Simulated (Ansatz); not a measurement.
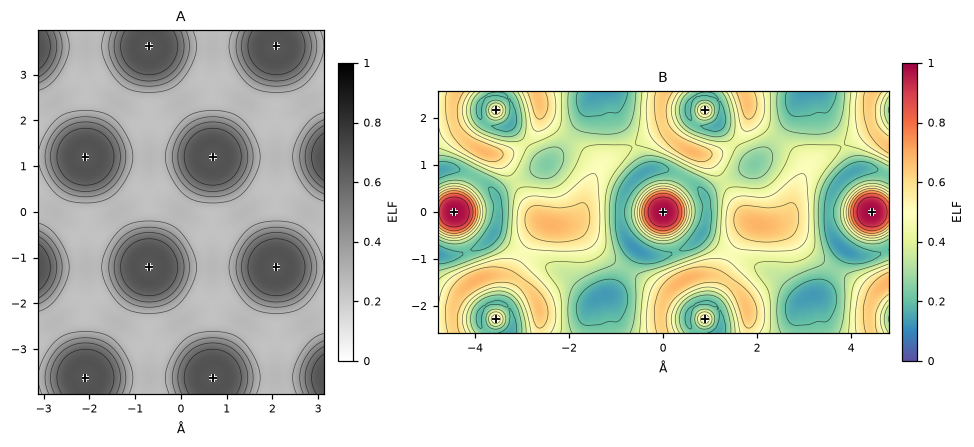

The electron localisation function of 2 systems, each on a plane through atoms (crosses mark nuclei in the plane).

Computed with DFT r2SCAN, scalar-relativistic, plane waves, PAW in Ansatz.

System 1: Pt, the (101̄) plane of the calculation cell. Space group Fm-3m; a generated structure, not necessarily the stable one.

System 2: CoSi, the (100) plane of the conventional cell. Space group P2₁3; computed pressure about −9 GPa in this cell; computed without spin polarisation.

```
Co Si
1.0
     4.44500    0.00000    0.00000
     0.00000    4.44500    0.00000
     0.00000    0.00000    4.44500
Co Si
4 4
Cartesian
  0.6401 0.6401 0.6401
  2.8626 1.5824 3.8049
  3.8049 2.8626 1.5824
  1.5824 3.8049 2.8626
  3.7471 3.7471 3.7471
  1.5246 2.9204 0.6979
  0.6979 1.5246 2.9204
  2.9204 0.6979 1.5246
```

> Which map belongs to which system?

Panel A is system 1, Pt: the plane holds Pt. Pt–Pt (2.78 Å): the ELF is about 0.30 at the midpoint; no localised pair shows between them. Panel B is system 2, CoSi: the plane holds Co and Si. Co–Si (2.34 Å): the ELF peaks at about 0.70 in the valence shell of Si, 0.9 Å from its nucleus, and is about 0.50 at the midpoint.
